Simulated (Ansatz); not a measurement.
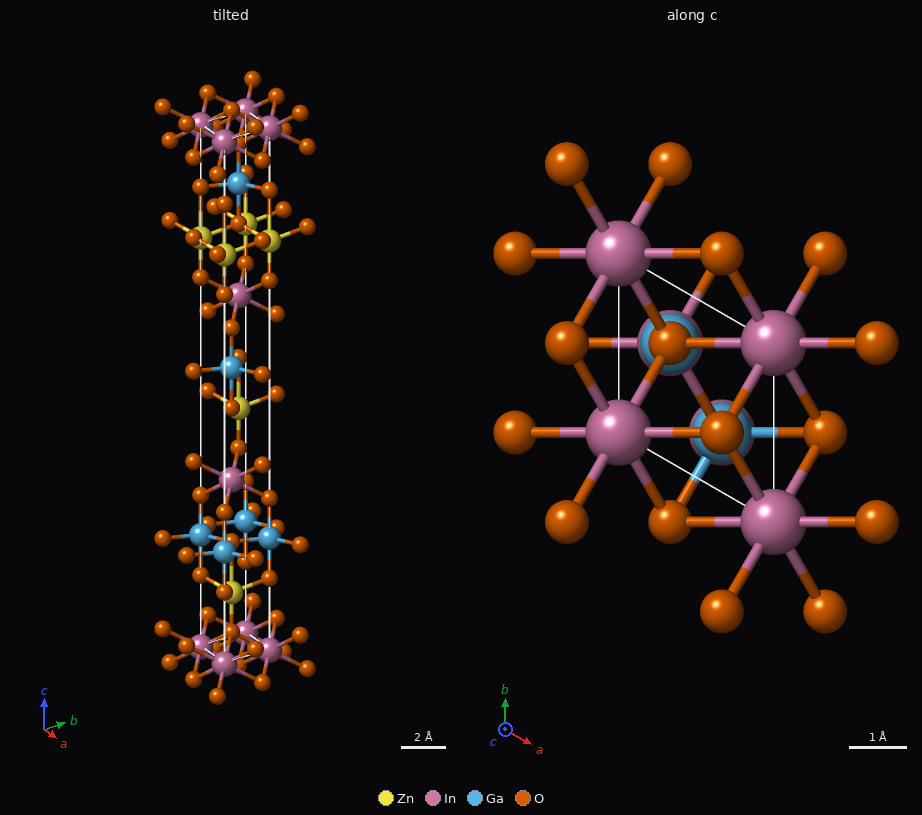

An orthographic ball-and-stick view of the structure, slightly off an axis and along the c axis. Thin lines show the conventional unit cell, with boundary atoms drawn in all their periodic places. A few atoms beyond the faces are included.

In words:

The formula is ZnInGaO4. The space group is R3m (No. 160); the lattice is rhombohedral (trigonal R). Counting shared atoms by their share gives 3 Zn, 3 In, 3 Ga, 12 O, or 21 atoms. The coordination, counted out to bonding distance, is Zn 5, In 6, Ga 5 and O 4.

Its origin is a structure listed in the Materials Project. It was relaxed at fixed volume with Ansatz 0.2.0, DFT PBEsol, scalar-relativistic, plane waves, PAW.

At this level of theory the run's own cell isn't at rest (compressed, at 29 GPa), so its distances can differ from those at equilibrium, the more so the softer the solid.
